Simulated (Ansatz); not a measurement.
## Optical response of BP

What colour and refractive index does BP have at this level of theory?

Calculated with Ansatz 0.2.0; DFT, PBE, plane-wave PAW, default files, scalar-relativistic, independent-particle optical response without local fields.

### 1. Starting point

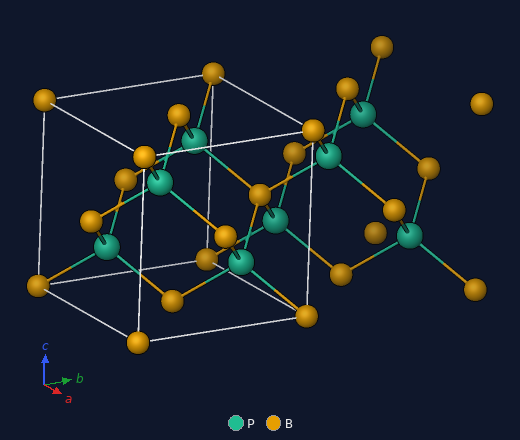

Start, viewed slightly off an axis; phosphorus teal, boron orange. 1×2×1 cells are drawn. This picture shows the conventional cell, with its axes. Bonds to atoms that aren't drawn are left out. Some periodic images of atoms are drawn too.

### 2. Ground state and bands

First the ground state: is it a metal or has it a gap?

This step: DFT, PBE, plane-wave PAW, default files, scalar-relativistic, ground state (Ansatz 0.2.0).

input.yaml reads:

```yaml
crystal:
  lattice:
    - [0.0, 2.269, 2.269]
    - [2.269, 0.0, 2.269]
    - [2.269, 2.269, 0.0]
  atoms:
    - { symbol: P, position: [0.75, 0.75, 0.75] }
    - { symbol: B, position: [0.0, 0.0, 0.0] }
kpoints:
  mp_grid: { grid: [8, 8, 8] }
  band_path:
    path:
      - [[0.0, 0.0, 0.0], [0.5, 0.0, 0.5], [0.5, 0.25, 0.75], [0.375, 0.375, 0.75], [0.0, 0.0, 0.0], [0.5, 0.5, 0.5], [0.625, 0.25, 0.625], [0.5, 0.25, 0.75], [0.5, 0.5, 0.5], [0.375, 0.375, 0.75]]
      - [[0.625, 0.25, 0.625], [0.5, 0.0, 0.5]]
    npoints: 6
scf:
  occupations: { method: fermi_dirac, width: 0.05 }
  n_extra_bands: 6
hamiltonian:
  xc: pbe
  pseudopotentials: { kind: paw }
output:
  forces: true
  stress: true
  populations: true
  write_bands: true
  write_density: true
  write_potential: true
  elf: true
  volumetric_format: npy
```

On the command line:

```console
ansatz run input.yaml --threads 4 --pin off --max-ram 8192MiB --backend cpu --events-out ev --progress --plain --runs-dir out
```

Numbers of over 12 decimals in the logs are rounded to 6 here.

Output:

```text
scf.n_extra_bands = 6 over 4 filled bands (N_el = 8.0): the run solves 10 bands
Engine: ansatz 0.2.0, x86_64-unknown-linux-gnu
Pseudopotentials: kind: paw
Pseudopotential: P, paw, valence charge 5, recommended cutoff 420 eV (normal), P.paw.azcp
Pseudopotential: B, paw, valence charge 3, recommended cutoff 420 eV (normal), B.paw.azcp
Functional definition: PBE
  parameter kappa = 0.804
  parameter beta = 0.066725
  exchange = pbe_x(kappa = kappa, mu = beta*pi^2/3)
  correlation = pbe_c(beta = beta)
Crystal: 2 atoms, lattice volume = 23.363 Å³
Basis set: ecut = 420 eV, 459 PW (Γ), exchange–correlation on 48×48×48 points (8 copies of the dense FFT grid, shifted against one another)
Bands: 10, of which v1, the nominal top of the filled ones, is band 4 counted from 1 (3 counted from 0)
Symmetry: 24 space group operations
Space group: F-43m (ITA 216), of the structure as read, at distance tolerance 2.9e-5 Å
k-points: 29 of 512 (time reversal used)
Non-local potential: P, projectors of the file, l = 0: 2, l = 1: 2, l = 2: 2
Non-local potential: B, projectors of the file, l = 0: 2, l = 1: 2, l = 2: 1
PAW form: soft (Blöchl's): semilocal exchange-correlation on the pseudo side does not see the compensation charge
PAW one-centre angular grid: P, 110 points (default); XC on 64 Gauss nodes
PAW one-centre angular grid: B, 110 points (default); XC on 64 Gauss nodes
Initial density: superposition of atomic densities (neutral atoms: chi_scale 0, normalization atom), corrected by the library's trained network
Initial wavefunctions: pseudopotential atomic-orbital guess
Functional: x = pbe(κ = 0.804, μ = 0.219515), c = pbe(β = 0.066725)
SCF iter   1: F=—  HF=-912.444489 eV  |F-HF|=—  |Δ(HF+E_count)|=         —  Δρ=1.49e-3  dr2=4.47e-4  ethr=1.77e-3  ⟨swp⟩=6.2  Hψ=2430  notcnv=0  defer=3
preconditioner: auto → none  [insulator: Δε(μ)=1.269 eV  Ē_g=14.974 eV  σ=0.050 eV  W_gap=1.00  n_scr=0 (ndim 8)  ℏωp=21.7 eV  f_vac=0.000  D(μ)=0.00/eV (n_scr^D=0)  ε∞_Penn≈3.1]
SCF iter   2: F=—  HF=-912.444585 eV  |F-HF|=—  |Δ(HF+E_count)|=   9.62e-5  Δρ=8.29e-4  dr2=1.52e-4  ethr=5.58e-6  ⟨swp⟩=2.2  Hψ=648  notcnv=0  defer=13
SCF iter   3: F=—  HF=-912.444557 eV  |F-HF|=—  |Δ(HF+E_count)|=   2.74e-5  Δρ=3.99e-4  dr2=1.64e-5  ethr=1.90e-6  ⟨swp⟩=2.0  Hψ=336  notcnv=0  defer=13
SCF iter   4: F=—  HF=-912.444580 eV  |F-HF|=—  |Δ(HF+E_count)|=   2.21e-5  Δρ=1.30e-4  dr2=5.05e-6  ethr=2.04e-7  ⟨swp⟩=2.0  Hψ=361  notcnv=0  defer=13
SCF iter   5: F=—  HF=-912.444578 eV  |F-HF|=—  |Δ(HF+E_count)|=   1.34e-6  Δρ=3.73e-5  dr2=4.12e-7  ethr=6.31e-8  ⟨swp⟩=2.0  Hψ=330  notcnv=0  defer=13
SCF iter   6: F=-912.444578 eV  HF=-912.444578 eV  |F-HF|=2.40e-8  |Δ(HF+E_count)|=   1.09e-7  Δρ=1.06e-5  dr2=3.32e-8  ethr=1.25e-9  ⟨swp⟩=11.7  Hψ=1923  notcnv=0
SCF 1 converged in 6 iterations: F = -912.444578 eV  dr2 = 3.32e-8
  greatest PAW one-centre occupation: 0.774 electrons in one spin orbital (limit 2), on the P atom at site 0 (counted from 0), in its partial waves of l = 0
NSCF: frozen V_eff on 62 k-points
SCF converged after 6 iterations
Free energy (F): -912.444578 eV
Harris-Foulkes:  -912.444578 eV  (|F-HF|=2.40e-8)
Internal energy: -912.444578 eV  (E = F + TS)
E sigma→0 (E₀):  -912.444578 eV
Entropy (-TS):   -0.000000 eV (-0.000 meV/atom)
Fermi energy:    9.881118 eV
--- Per-component energies (eV) ---
  E_band       = 22.188558
  E_kinetic    = 121.710783
  E_local      = -67.919636  (includes V_loc(G=0)·N_el)
  E_nonlocal   = 45.022465
  E_hartree    = 17.058193
  E_xc         = -94.861407
  E_vxc        = -100.534076  (∫ρ·V_xc dr)
  E_paw        = -647.963457  (= ΣΔE_a)
  E_vpaw       = -10.207585  (= ΣTr[D̂ρ^β])
  E_aug_tail   = 0.000001  (compensation charges beyond the density's cutoff)
  E_ewald      = -285.491518
  E_smearing   = -0.000000  (= −TS)
  E_closure    = -0.000000  (closes the sum)
  Σ components = -912.444578   (vs F -912.444578, Δ=0.00e0)
--- Forces (eV/Å), atoms counted from 1 ---
  atom   1  P      0.00000000     0.00000000    -0.00000000
  atom   2  B     -0.00000000     0.00000000     0.00000000
  max |Σ_I F_I| component: 2.78e-16 eV/Å
--- Stress (GPa, compression-positive) ---
        1.147348      -0.000000      -0.000000
        0.000000       1.147348       0.000000
        0.000000       0.000000       1.147348
  P = ⅓ Tr σ = 1.1473 GPa (11.473 kbar)
--- Band table (eV; the first three rows and the last of 29) ---
  k-point 0: bands = ["-6.1919", "9.2652", "9.2652", "9.2652", "12.6688", "12.6688", "12.6688", "16.6368", "20.7767", "21.2797"]
  k-point 1: bands = ["-5.9110", "7.4129", "8.8379", "8.8379", "13.1988", "13.2587", "13.2587", "17.4245", "20.4037", "20.4037"]
  k-point 2: bands = ["-5.0870", "4.4218", "8.1494", "8.1494", "13.2631", "14.0257", "14.0257", "18.8717", "20.1566", "20.1566"]
  k-point 28: bands = ["-1.0642", "1.2080", "3.5939", "3.7982", "14.5902", "16.0233", "16.5012", "16.7072", "22.0282", "25.3559"]
--- Löwdin populations: 2 sites ---
  site symbol       q [e]
     0      P      4.2507
     1      B      3.6871
  spilling = 0.007783 (of n_electrons = 8.000000)
```

Wall time 0.45 s (4 threads of Intel Xeon Platinum 8488C (Sapphire Rapids), shared host); peak memory 0.34 GiB.

This step gave:

- free energy: -912.4446 eV
- Fermi energy: 9.881 eV
- gap by band count: 1.273 eV
- electrons: 8
- symmetry operations: 24
- pressure: 1.147 GPa
- volume: 23.36 Å³
- gap on the path: 1.239 eV
- least direct gap on the path: 3.404 eV

There is a gap, 1.24 eV on the path, so no carriers' term is needed. The cell is left with a pressure of 1.1 GPa, as it stands unrelaxed at this level.

Electronic bands along the path, in eV, zero at the Fermi level; v1 is the highest filled band, c1 the lowest empty one:

| point | v4 | v3 | v2 | v1 | c1 | c2 | c3 | c4 |
| --- | --- | --- | --- | --- | --- | --- | --- | --- |
| Γ | -16.07 | -0.62 | -0.62 | -0.62 | 2.79 | 2.79 | 2.79 | 6.76 |
| X | -11.22 | -9.20 | -4.73 | -4.73 | 0.72 | 1.04 | 11.46 | 11.46 |
| W | -10.95 | -8.67 | -6.29 | -6.08 | 4.71 | 6.14 | 6.62 | 6.83 |
| K | -11.22 | -8.78 | -6.84 | -4.12 | 1.53 | 5.38 | 9.09 | 9.98 |
| Γ | -16.07 | -0.62 | -0.62 | -0.62 | 2.79 | 2.79 | 2.79 | 6.76 |
| L | -12.75 | -9.65 | -2.37 | -2.37 | 3.16 | 4.09 | 4.09 | 9.51 |
| U | -11.22 | -8.78 | -6.84 | -4.12 | 1.53 | 5.38 | 9.09 | 9.98 |
| W | -10.95 | -8.67 | -6.29 | -6.08 | 4.71 | 6.14 | 6.62 | 6.83 |
| L | -12.75 | -9.65 | -2.37 | -2.37 | 3.16 | 4.09 | 4.09 | 9.51 |
| K | -11.22 | -8.78 | -6.84 | -4.12 | 1.53 | 5.38 | 9.09 | 9.98 |
| jump to U | -11.22 | -8.78 | -6.84 | -4.12 | 1.53 | 5.38 | 9.09 | 9.98 |
| X | -11.22 | -9.20 | -4.73 | -4.73 | 0.72 | 1.04 | 11.46 | 11.46 |

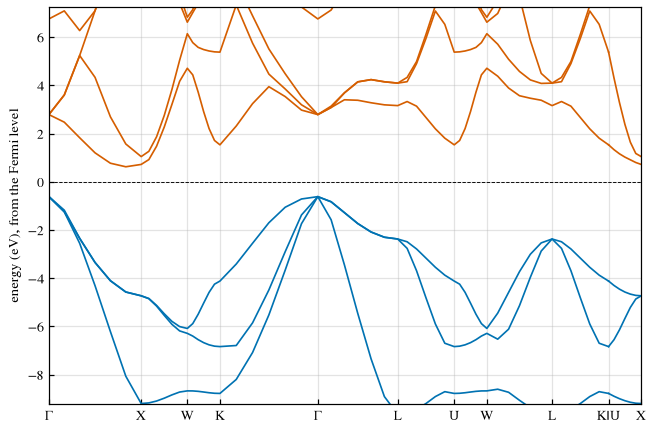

Electronic bands along the path; lines of filled and empty bands in two colours.

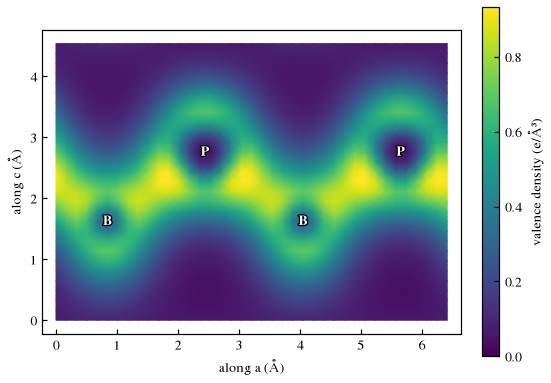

Valence density in the ac plane of a cell with a along [110], b along [-110] and c along [001] of the cube at fractional y = 0.000, with atoms of P and B within 0.2 Å of it. It is the smooth field of the valence electrons, not physical close to the nuclei. The map starts off the cell's origin, so that atoms lie inside it.

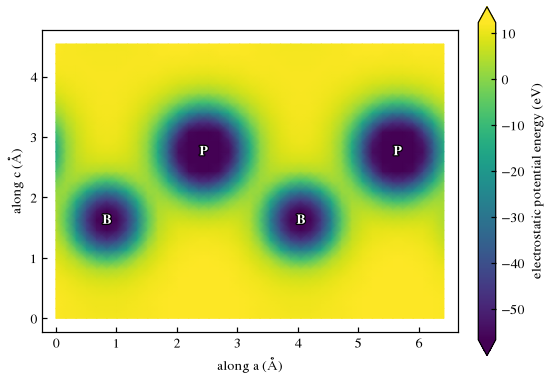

Electrostatic potential energy in the ac plane of a cell with a along [110], b along [-110] and c along [001] of the cube at fractional y = 0.000, with atoms of P and B within 0.2 Å of it. With pseudopotentials it is smooth inside the atoms' cores, unlike the true potential. The map starts off the cell's origin, so that atoms lie inside it.

### 3. Spectrum

With the density converged, the vertical transitions are summed over the zone.

This step: DFT, PBE, plane-wave PAW, default files, scalar-relativistic, independent-particle optical response without local fields (Ansatz 0.2.0).

input.yaml, the sections that differ from step 2:

```yaml
kpoints:
  mp_grid: { grid: [8, 8, 8] }
scf:
  occupations: { method: fixed }
output:
  optics:
    e_range: [0, 22]
    de: 0.05
    sigma: 0.15
    nscf_kmesh: { grid: [14, 14, 14] }
    bands: { spectra_wanted_up_to: 22 }
# crystal, hamiltonian: as in step 2
```

Output:

```text
[...]
Crystal: 2 atoms, lattice volume = 23.363 Å³
Basis set: ecut = 420 eV, 459 PW (Γ)
Bands: 8, of which v1, the nominal top of the filled ones, is band 4 counted from 1 (3 counted from 0)
Symmetry: 24 space group operations
[...]
k-points: 29 of 512 (time reversal used)
[...]
SCF iter   1: F=—  HF=-912.444479 eV  |F-HF|=—  |Δ(HF+E_count)|=         —  Δρ=1.51e-3  dr2=4.72e-4  ethr=1.77e-3  ⟨swp⟩=5.2  Hψ=1705  notcnv=0  defer=54
[...]
SCF iter   8: F=-912.444574 eV  HF=-912.444574 eV  |F-HF|=1.36e-12  |Δ(HF+E_count)|=  2.26e-10  Δρ=8.48e-8  dr2=2.06e-12  ethr=1.00e-12  ⟨swp⟩=5.7  Hψ=1335  notcnv=0
SCF 1 converged in 8 iterations: F = -912.444574 eV  dr2 = 2.06e-12
[...]
NSCF: frozen V_eff on 104 k-points
[...]
output.optics: what the bands over the 19 summed would add to eps1, eps2 and the energy-loss function is held between a lower and an upper bound (7 Lanczos steps). eps1, eps2 and their loss function (loss_summed_bands) are given on every row as the summed bands alone make them. Along an axis, on a row where the two bounds hold the loss function to about 1 % of the greater of itself and 0.5 % of |1/eps|, its cell (loss_completed) is given, with the completed eps1 and eps2 that it is formed of (a cell that is left empty reads nan in the table and null in the record). The two bounds hold it so along every axis on all 441 rows up to 22.000 eV. [rest of the remark cut]
SCF converged after 8 iterations
Free energy (F): -912.444574 eV
[...]
Internal energy: -912.444574 eV  (E = F + TS)
E sigma→0 (E₀):  -912.444574 eV
Fermi energy:    9.265197 eV
[...]
--- Band table (eV; the first three rows and the last of 29) ---
[...]
```

It took 3.2 s on 4 threads; peak memory 0.53 GiB.

Numbers from this step:

```
electronic dielectric constant ε∞, mean over x, y and z (by symmetry where fewer were run)                                                          : 9.495
absorption onset, first axis (α over 10⁴ cm⁻¹, or the direct gap if that lies higher)                                                               : 3.404 eV
main peak of Im epsilon, first axis                                                                                                                 : 5.835 eV
photocurrent from vertical transitions in a film 500 nm thick on a perfect mirror (two passes), AM1.5G, no front reflection, all carriers collected : 0.5941 mA/cm²
least direct gap on the mesh                                                                                                                        : 3.404 eV
bands summed                                                                                                                                        : 19
spectra valid up to                                                                                                                                 : 31.30 eV
program's estimate of the k-sum error in Im epsilon                                                                                                 : 0.08 %
electrons in the f-sum                                                                                                                              : 7.047
```

The Im ε, any direction has structure finer than the step of the table below, so its rows give means over 1 eV, whole bins alone (the curve runs from 0 to 22 eV). Peaks (eV: height): 5.8: 46.5.

Table of Im ε, any direction by photon energy; means over each step:

| photon energy (eV) | Im ε, any direction |
| --- | --- |
| 2 | 0 |
| 3 | 0.216 |
| 4 | 4.86 |
| 5 | 12.0 |
| 6 | 31.5 |
| 7 | 13.0 |
| 8 | 7.53 |
| 9 | 4.76 |
| 10 | 3.01 |
| 11 | 2.29 |
| 12 | 1.71 |
| 13 | 1.24 |
| 14 | 0.961 |
| 15 | 0.739 |
| 16 | 0.578 |
| 17 | 0.430 |
| 18 | 0.355 |
| 19 | 0.301 |
| 20 | 0.266 |
| 21 | 0.195 |

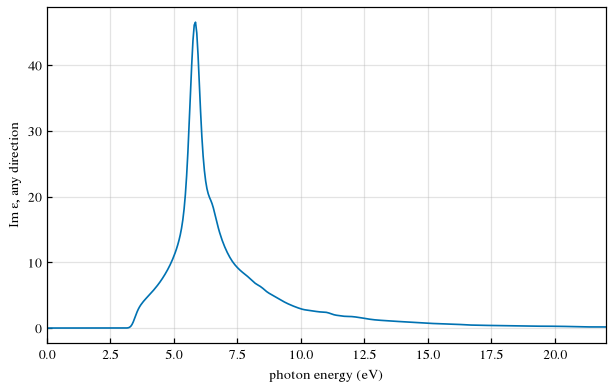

Im ε, any direction, plotted against photon energy.

Re ε, any direction against photon energy:

| photon energy (eV) | Re ε, any direction |
| --- | --- |
| 0 | 9.49 |
| 2 | 10.7 |
| 4 | 16.8 |
| 6 | -9.42 |
| 8 | -6.28 |
| 10 | -3.92 |
| 12 | -2.38 |
| 14 | -1.54 |
| 16 | -0.943 |
| 18 | -0.493 |
| 20 | -0.197 |
| 22 | 0.0196 |

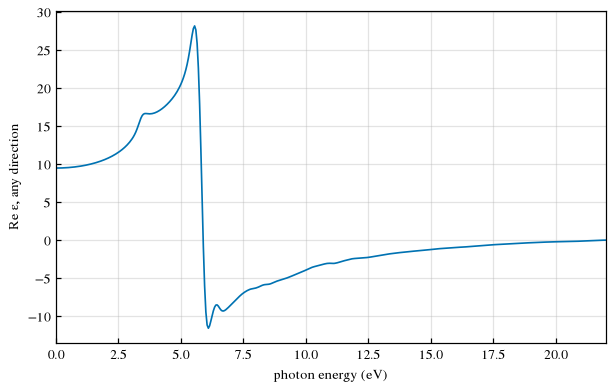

Re ε, any direction, plotted against photon energy.

The reflectivity at normal incidence, any direction by photon energy; read off at these points:

| photon energy (eV) | reflectivity at normal incidence, any direction (%) |
| --- | --- |
| 0 | 26.0 |
| 2 | 28.2 |
| 4 | 38.2 |
| 6 | 67.6 |
| 8 | 60.6 |
| 10 | 61.8 |
| 12 | 57.5 |
| 14 | 58.2 |
| 16 | 57.2 |
| 18 | 54.2 |
| 20 | 43.5 |
| 22 | 31.3 |

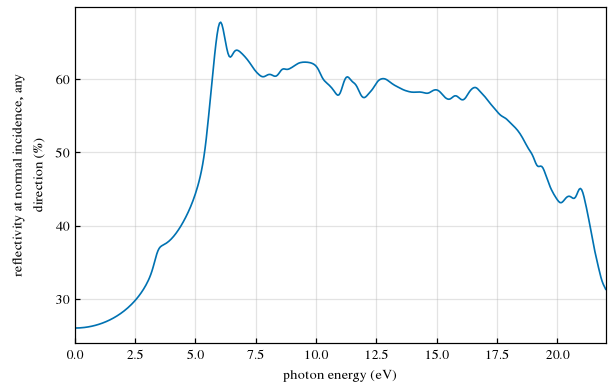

Reflectivity at normal incidence, any direction against photon energy.

Table of refractive index n and extinction k by photon energy:

| photon energy (eV) | n | k |
| --- | --- | --- |
| 0 | 3.08 | 0 |
| 2 | 3.27 | 0 |
| 4 | 4.14 | 0.593 |
| 6 | 3.81 | 4.89 |
| 8 | 1.32 | 2.83 |
| 10 | 0.696 | 2.10 |
| 12 | 0.534 | 1.63 |
| 14 | 0.372 | 1.29 |
| 16 | 0.287 | 1.01 |
| 18 | 0.239 | 0.741 |
| 20 | 0.263 | 0.515 |
| 22 | 0.305 | 0.271 |

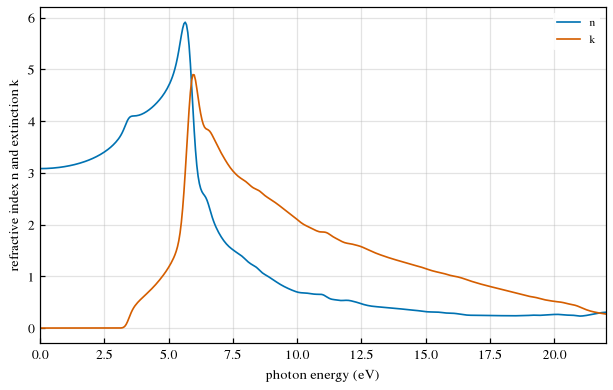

Refractive index n and extinction k against photon energy.

The loss function −Im 1/ε at q → 0, any direction by energy loss; read off at these points:

| energy loss (eV) | loss function −Im 1/ε at q → 0, any direction |
| --- | --- |
| 2 | 0 |
| 4 | 0.0160 |
| 6 | 0.0252 |
| 8 | 0.0784 |
| 10 | 0.122 |
| 12 | 0.200 |
| 14 | 0.293 |
| 16 | 0.473 |
| 18 | 0.962 |
| 20 | 2.42 |
| 22 | 5.95 |

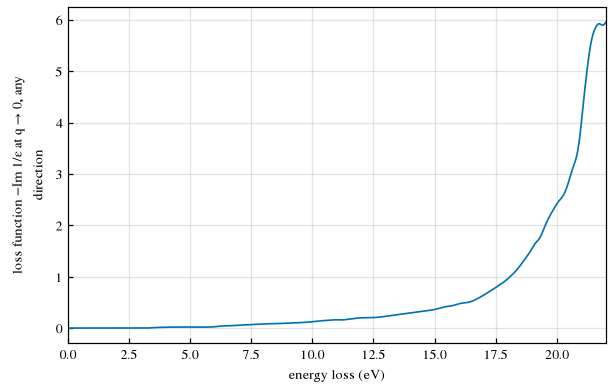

Loss function −Im 1/ε at q → 0, any direction against energy loss.

(Continued in part 2 of 2.)

[Logs are printed without paths, hosts, clocks, repeated set-up lines and the standing remarks that a program may print on its own settings, such as how far it seeks lower states.]

[Hosts, paths, dates, database ids (printed as entryN), source tags and the programs' standing remarks are cut or masked in the printed files.]
